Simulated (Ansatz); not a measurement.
Start from this file.

```
Ti Al
1.0
     5.38807    0.00000    0.00000
    -2.69404    4.66621    0.00000
     0.00000    0.00000    6.80456
Ti Al
3 9
Direct
  0.33333 0.66667 0.66356
  0.00000 0.00000 0.99689
  0.66667 0.33333 0.33022
  0.51335 0.52359 0.00104
  0.47641 0.98976 0.00104
  0.01024 0.48665 0.00104
  0.18001 0.85692 0.33437
  0.14308 0.32310 0.33437
  0.67690 0.81999 0.33437
  0.84668 0.19025 0.66770
  0.80975 0.65643 0.66770
  0.34357 0.15332 0.66770
```

Give a crystallographic description of this input.

Answer. Its composition is TiAl₃. Space group R3 (No. 146), lattice rhombohedral (trigonal R). In the cell are 3 Ti, 9 Al, which makes 3 formula units. The neighbours of Ti are twelve Al in a distorted cuboctahedral arrangement at 2.60 to 2.79 Å. The neighbours of Al are eight Al and four Ti (2.62 to 2.85 Å to Al, 2.60 to 2.79 Å to Ti). The bonds build a three-dimensional framework.

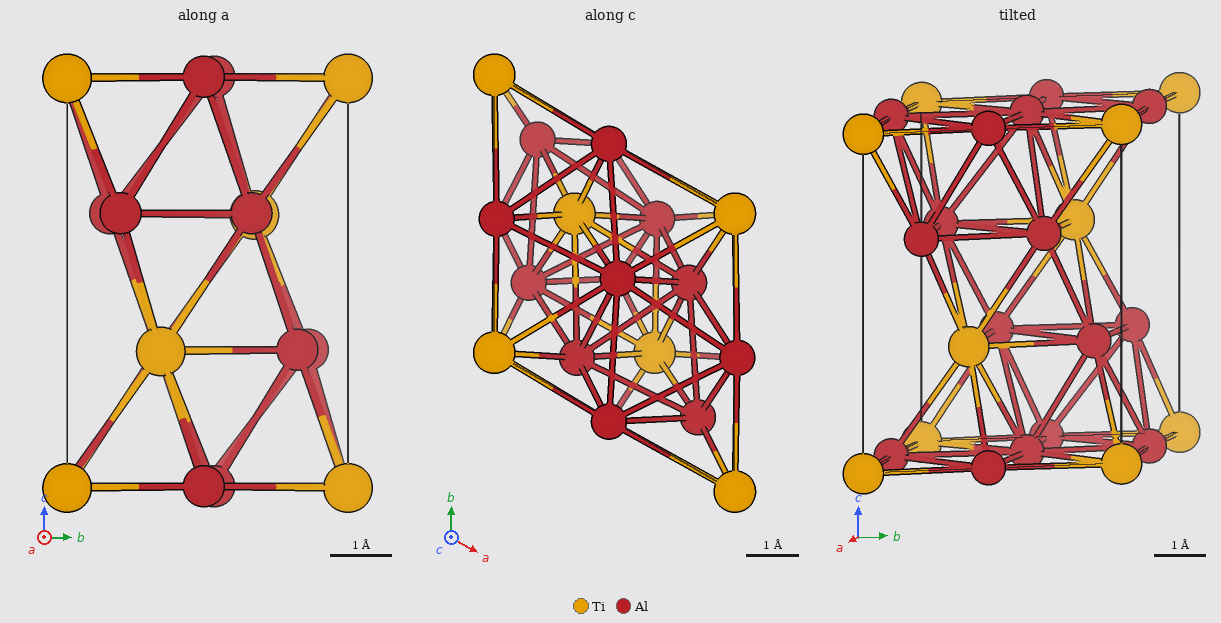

The crystal in a ball-and-stick representation, seen along the a axis, along the c axis and slightly off an axis. The frame is the conventional unit cell; atoms at its boundary are shown with their periodic copies.

The structure comes from a structure listed in the Materials Project. The cell was then strained or its atoms displaced on purpose. It was run through Ansatz as a DFT input.

At this level of theory the cell isn't at rest (compressed, at 14 GPa and forces up to 1.0 eV/Å), so its distances can differ from those at equilibrium, the more so the softer the solid.
